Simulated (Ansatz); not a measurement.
# Single-point calculation of P

P (Imma, 2 atoms in the cell), computed with DFT r2SCAN, scalar-relativistic, plane waves, PAW, no spin polarisation (Ansatz 0.2.0).

The structure derives from a Materials Project entry. It belongs to a series of runs on one base structure; here: strain -0.015 along x and y, +0.000 along z, atoms carried along. Figures and captions count atoms from 1; the log counts them from 0 in places.

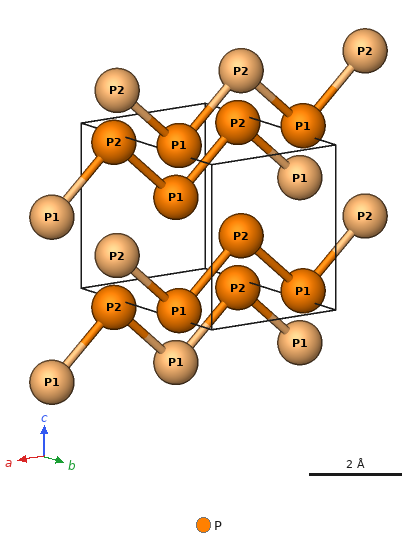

Figure 1. The input geometry (ball-and-stick view of the cell 2 times as large as that of the calculation, set on its symmetry axes, seen at an oblique angle; neighbours outside the cell are drawn fainter; atoms are numbered from 1 in the order of the input). Near neighbours in the crystal (not all of them lie inside the picture): P has 2 P at 2.22 Å.

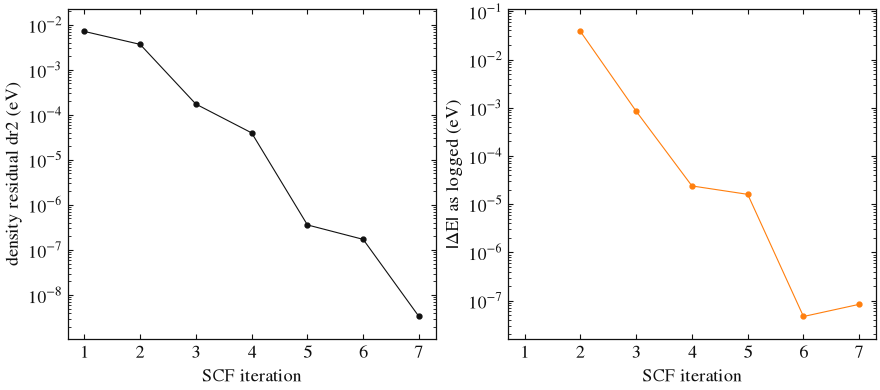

Figure 2. Convergence of the self-consistent field: density residual dr2 and size of the energy change against the SCF iteration. The residual falls at every step.

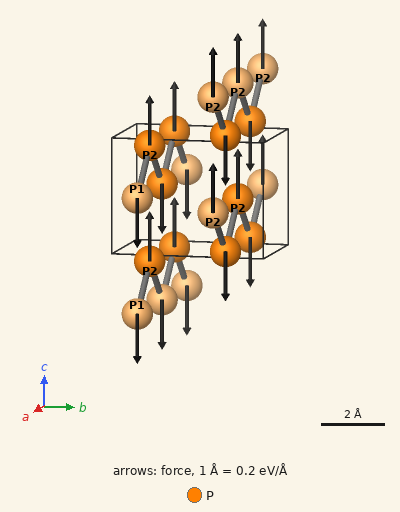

Figure 3. Forces on the atoms as black arrows (ball-and-stick view of the cell 2 times as large as that of the calculation, set on its symmetry axes, seen slightly off an axis; neighbours outside the cell are drawn fainter; atoms are numbered from 1 in the order of the input). The largest act on P1, P2 (0.32 eV/Å). The geometry is not a stationary point of this energy.

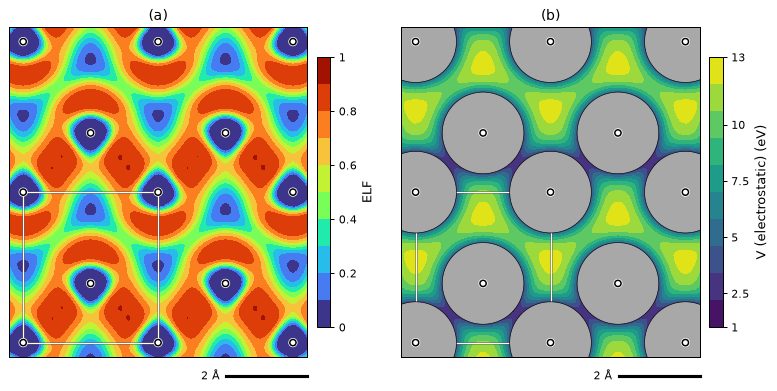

Figure 4. (a) ELF; (b) electrostatic potential (local pseudopotential plus Hartree) felt by an electron on the (010) plane of the conventional cell. Circles mark the nuclei in the plane (P). Grey discs, where drawn, cover atomic cores. The section cuts through P sites. Outside the cores the potential energy rises away from the atoms and is highest about 1.7 Å from the nearest atoms; outside the discs it spans about 11 eV, and its zero is arbitrary. Core electrons are frozen (PAW), so the fields are smoothed inside the atomic spheres.

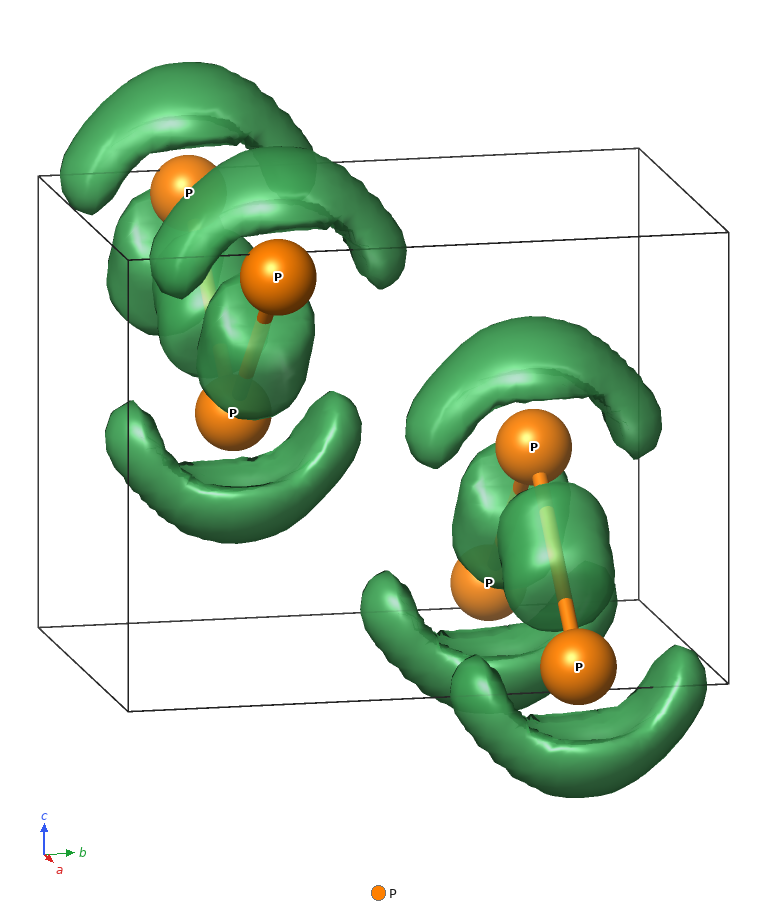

Figure 5. Isosurface of the ELF at 0.8 (green), seen slightly off an axis. Only the valence region is drawn (cores and ρ < 0.01 e/Å³ removed). Sticks mark near contacts. The outline is the cell set on symmetry axes. Values along the shortest contacts:

The input that produced these results follows, with the program's output.

The input
```yaml
crystal:
  lattice:
    - [-1.6661373925, 2.4774375617, 1.8589441358]
    - [1.6661373925, -2.4774375617, 1.8589441358]
    - [1.6661373925, 2.4774375617, -1.8589441358]
  atoms:
    - { symbol: P, position: [0.80330911, 0.05330911, 0.75] }
    - { symbol: P, position: [0.19669089, 0.94669089, 0.25] }
basis:
  ecutwfc: 500
kpoints:
  mp_grid: { grid: [18, 18, 18] }
hamiltonian:
  xc: r2scan
scf:
  occupations: { method: gaussian, width: 0.15 }
output:
  forces: true
  stress: true
  eigenvalues: true
  write_density: true
  write_potential: true
  elf: true
  volumetric_format: npy
```

Command:
```bash
ansatz run input.yaml --threads 1 --pin off --max-ram 2560MiB --backend cpu --events-out ev --progress --plain --runs-dir out
```

Output
```
Engine: ansatz 0.2.0, x86_64-unknown-linux-gnu
Pseudopotentials: kind: paw
Pseudopotential: P, paw, valence charge 5, recommended cutoff 500 eV (meta_gga), P.paw.azcp
Functional definition: r2SCAN
  parameter k0 = 0.174
  parameter k1 = 0.065
  parameter a1 = 4.9479
  exchange = r2scan_x(k0 = k0, k1 = k1, a1 = a1)
  correlation = r2scan_c
Crystal: 2 atoms, lattice volume = 30.693 Å³
Basis set: ecut = 500 eV, 785 PW (Γ), exchange–correlation on 108×108×108 points (64 copies of the dense FFT grid, shifted against one another)
Bands: 9, of which v1, the nominal top of the filled ones, is band 5 counted from 1 (4 counted from 0)
Symmetry: 8 space group operations
Space group: Imma (ITA 74), of the structure as read, at distance tolerance 3.1e-5 Å
k-points: 865 of 5832
Non-local potential: P, projectors of the file, l = 0: 2, l = 1: 2, l = 2: 2
PAW form: soft (Blöchl's): semilocal exchange-correlation on the pseudo side does not see the compensation charge
PAW frozen core: P, regenerated for the run's functional (the file was generated under x = pbe(κ = 0.804, μ = 0.2195149727645171), c = pbe(β = 0.06672455060314922))
PAW one-centre angular grid: P, 302 points (default); XC on 160 Gauss nodes
Initial density: superposition of atomic densities (neutral atoms: chi_scale 0, normalization atom), corrected by the library's trained network
Initial wavefunctions: pseudopotential atomic-orbital guess
Functional: x = r2scan, c = r2scan; τ floored in thin density (d = 2e-4 eV/Å³)
SCF iter   1: F=—  HF=-1518.073694 eV  |F-HF|=—  |Δ(HF+E_count)|=         —  Δρ=5.86e-3  dr2=7.09e-3  dr2_τ=1.39e-2  ethr=1.77e-3  ⟨swp⟩=6.5  Hψ=68347  notcnv=0
preconditioner: auto → none  [metal: Δε(μ)=0.009 eV  Ē_g=11.846 eV  σ=0.150 eV  W_gap=0.03  n_scr=4 (ndim 8)  ℏωp=21.2 eV  f_vac=0.000  D(μ)=0.22/eV (n_scr^D=0)  sad-step TF]
SCF iter   2: F=—  HF=-1518.111884 eV  |F-HF|=—  |Δ(HF+E_count)|=   3.82e-2  Δρ=4.18e-3  dr2=3.66e-3  dr2_τ=5.55e-5  ethr=7.09e-5  ⟨swp⟩=2.0  Hψ=22087  notcnv=0
SCF iter   3: F=—  HF=-1518.112728 eV  |F-HF|=—  |Δ(HF+E_count)|=   8.45e-4  Δρ=6.54e-4  dr2=1.73e-4  dr2_τ=8.75e-6  ethr=3.66e-5  ⟨swp⟩=2.0  Hψ=12119  notcnv=0
SCF iter   4: F=—  HF=-1518.112704 eV  |F-HF|=—  |Δ(HF+E_count)|=   2.39e-5  Δρ=4.43e-4  dr2=3.97e-5  dr2_τ=3.10e-6  ethr=1.73e-6  ⟨swp⟩=2.4  Hψ=11794  notcnv=0
SCF iter   5: F=—  HF=-1518.112720 eV  |F-HF|=—  |Δ(HF+E_count)|=   1.60e-5  Δρ=3.49e-5  dr2=3.60e-7  dr2_τ=3.32e-8  ethr=3.97e-7  ⟨swp⟩=2.3  Hψ=12122  notcnv=0
SCF iter   6: F=—  HF=-1518.112720 eV  |F-HF|=—  |Δ(HF+E_count)|=   4.69e-8  Δρ=2.64e-5  dr2=1.72e-7  dr2_τ=3.91e-9  ethr=1.00e-9  ⟨swp⟩=13.2  Hψ=66521  notcnv=0
SCF iter   7: F=-1518.112721 eV  HF=-1518.112721 eV  |F-HF|=1.97e-9  |Δ(HF+E_count)|=   8.39e-8  Δρ=3.70e-6  dr2=3.34e-9  dr2_τ=8.56e-11  ethr=1.00e-9  ⟨swp⟩=9.0  Hψ=43713  notcnv=0
SCF 1 converged in 7 iterations: F = -1518.112721 eV  dr2 = 3.34e-9
  greatest PAW one-centre occupation: 0.806 electrons in one spin orbital (limit 2), on the P atom at site 1 (counted from 0), in its partial waves of l = 0
SCF converged after 7 iterations
Free energy (F): -1518.112721 eV
Harris-Foulkes:  -1518.112721 eV  (|F-HF|=1.97e-9)
Internal energy: -1518.110345 eV  (E = F + TS)
E sigma→0 (E₀):  -1518.111533 eV
Entropy (-TS):   -0.002376 eV (-1.188 meV/atom)
Fermi energy:    10.850098 eV
--- Per-component energies (eV) ---
  E_band       = 31.794584
  E_kinetic    = 142.886666
  E_local      = -66.250192  (includes V_loc(G=0)·N_el)
  E_nonlocal   = 66.311462
  E_hartree    = 15.285545
  E_xc         = -117.906864
  E_vxc        = -132.205436  (∫ρ·V_xc dr)
  E_paw        = -1151.468770  (= ΣΔE_a)
  E_vpaw       = -15.643371  (= ΣTr[D̂ρ^β])
  E_aug_tail   = 0.000001  (compensation charges beyond the density's cutoff)
  E_vtau       = 6.124704  (kinetic-family band-sum trace: ∫τ·v_τ [+ j·A + Jᵃ·Aᵃ] dr)
  E_ewald      = -406.786509
  E_core_change = -0.181684  (= ΣΔE_core)
  E_smearing   = -0.002376  (= −TS)
  E_closure    = -0.000000  (closes the sum)
  Σ components = -1518.112721   (vs F -1518.112721, Δ=0.00e0)
--- Forces (eV/Å), atoms counted from 1 ---
  atom   1  P      0.00000000    -0.00000000    -0.32201229
  atom   2  P      0.00000000     0.00000000     0.32201229
  max |Σ_I F_I| component: 0.00e0 eV/Å
--- Stress (GPa, compression-positive) ---
        6.717936       0.000000      -0.000000
        0.000000       5.786844      -0.000000
       -0.000000      -0.000000       3.121557
  P = ⅓ Tr σ = 5.2088 GPa (52.088 kbar)
--- Band table (eV; the first three rows and the last of 865) ---
  k-point 0: bands = ["-6.8445", "7.2372", "7.7445", "7.9238", "8.1608", "12.2360", "13.4237", "15.1346", "16.1872"]
  k-point 1: bands = ["-6.7879", "6.9495", "7.2114", "7.8795", "8.7277", "12.2823", "13.6555", "14.8796", "16.1002"]
  k-point 2: bands = ["-6.6184", "5.8321", "7.1436", "7.7133", "9.2811", "12.3769", "14.1544", "14.2661", "15.7690"]
  k-point 864: bands = ["-3.0746", "1.6050", "2.3447", "4.8903", "5.2664", "10.9391", "17.9359", "20.0877", "20.2781"]
```

Summary

```csv
quantity,value
outcome,converged
space group (tolerance 0.01 Å),Imma (74)
electrons treated,10
free energy,−1518.1127 eV
Fermi energy,10.850 eV
gap on the k-point mesh,none (metallic)
pressure,5.21 GPa
largest force (length of the vector),0.322 eV/Å
hardware,"1 thread of Intel Xeon @ 2.50GHz (Skylake/Cascade Lake), 192 GiB of memory available, shared host"
wall time,61 s
peak memory,0.7 GiB
```
